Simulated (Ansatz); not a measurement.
# CuH2: what the fields show

Input

```
crystal:
  lattice:
    - [2.5391652038, 0.0, 0.0]
    - [-1.2695826019, 2.1989815709, 0.0]
    - [0.0, 0.0, 4.8326754739]
  atoms:
    - { symbol: Cu, position: [0.0, 0.0, 0.0] }
    - { symbol: H, position: [0.3333333333, 0.6666666667, 0.2114830241] }
    - { symbol: H, position: [0.3333333333, 0.6666666667, 0.7885169759] }
basis:
  ecutwfc: 420
kpoints:
  mp_grid: { grid: [21, 21, 10] }
hamiltonian:
  xc: pbe
scf:
  occupations: { method: gaussian, width: 0.1 }
output:
  forces: true
  stress: true
  eigenvalues: true
  write_density: true
  write_potential: true
  elf: true
  volumetric_format: npy
relax:
  adjacent_minimum: "off"
  f_tol: 0.01
  max_steps: 80
  cell: { stress_tol: 0.05 }
```

Run with:

```sh
ansatz run input.yaml --threads 1 --pin off --max-ram 2048MiB --backend cpu --events-out ev --progress --plain --runs-dir out
```

Below, planes, directions and counts refer to the conventional cell (a = 2.54 Å, b = 2.54 Å, c = 4.83 Å, α = 90.00°, β = 90.00°, γ = 120.00°).

The fields are those of the relaxed geometry.

Space group P-6m2; a structure generated by program, which may or may not match a known phase; computed without spin polarisation.

All numbers below come from DFT PBE, scalar-relativistic, plane waves, PAW in Ansatz 0.2.0.

The density is the valence pseudo-density of a PAW calculation; it isn't the true density close to the nuclei.

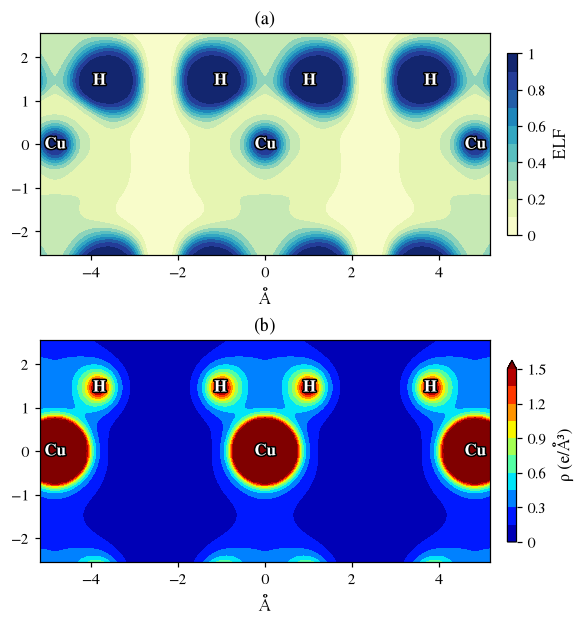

Figure 1. (a) electron localisation function; (b) valence pseudo-density on the (110) plane of the conventional cell.

> Describe what can be read from this map.

Atoms in the plane: Cu and H.
Cu–H (1.79 Å): ρ is about 0.65 e/Å³ halfway; the ELF climbs to about 1 towards the hydrogen.
Between the atoms the lowest density in this plane is 0.01 e/Å³.
The features right at Cu lie inside the PAW spheres, where the map follows smoothed inner orbitals and isn't to be read closely.

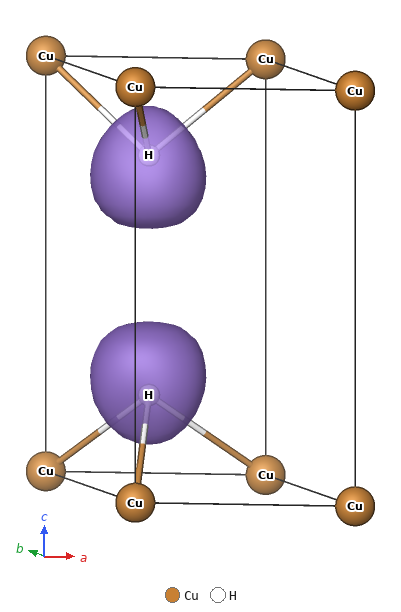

Figure 2. Isosurface of the electron localisation function at 0.75 (purple), seen slightly off an axis. Core shells and regions of very low density are left out. Sticks mark near contacts.

> Where are the electrons localised?

The surface consists of two regions around hydrogen nuclei, counted in one cell of 3 atoms. Any copies at cell faces, edges or corners count once.

> Does the calculation give a band gap?

It is metallic or semimetallic at this level of theory: no gap opens.
